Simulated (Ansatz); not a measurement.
# A thicker film of BP (110) from two thinner ones

In a field along its normal an insulating film takes a dipole p. Written as a length, p/(ε₀AE), it should grow by 1 − 1/ε for each ångström added.

Set-up. Ansatz 0.2.0, plane waves with PAW datasets (its set soft_2), PBE; zincblende films relaxed at a bulk in-plane lattice constant near the measured one, then held in weak fields of both signs with a dipole correction (A is the cell's area, E the outer field).

```
     run  distance between the outer atoms (Å)  p/(ε₀AE) (Å)
 5 units                                 6.732         8.369
 8 units                                11.539        12.723
12 units                                17.974             ?
```

Q: Estimate the withheld value from the rows shown.

Two rows fix a line: slope = (12.723 − 8.369) / (11.539 − 6.732) = 0.9058, intercept 2.2711. That slope means ε = 1/(1 − 0.9058) = 10.62. At 17.974 it gives 0.9058 × 17.974 + 2.2711 = 18.552 Å, beyond the rows fitted. Rounding of the rows alone allows about ±0.004 Å there; two rows can't show whether the line holds.

The run itself gives 18.445 Å: a miss of −0.107 Å, or 0.6 % of the value. The length is met to within 1 %, though ε is more sensitive than the length: the two thickest films give ε = 9.03.

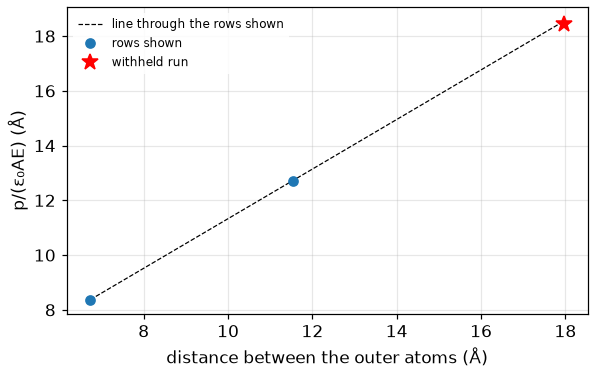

The fit and the withheld run.

**Limits.** This is the electronic response alone. A unit is one step of the cut along the normal (a plane, a pair of planes or a cell), and the layers relax along it, away from their bulk spacing where the functional's lattice constant differs from the one held.

[Logs are printed without paths, hosts, clocks, repeated set-up lines and the standing remarks that a program may print on its own settings, such as how far it seeks lower states.]
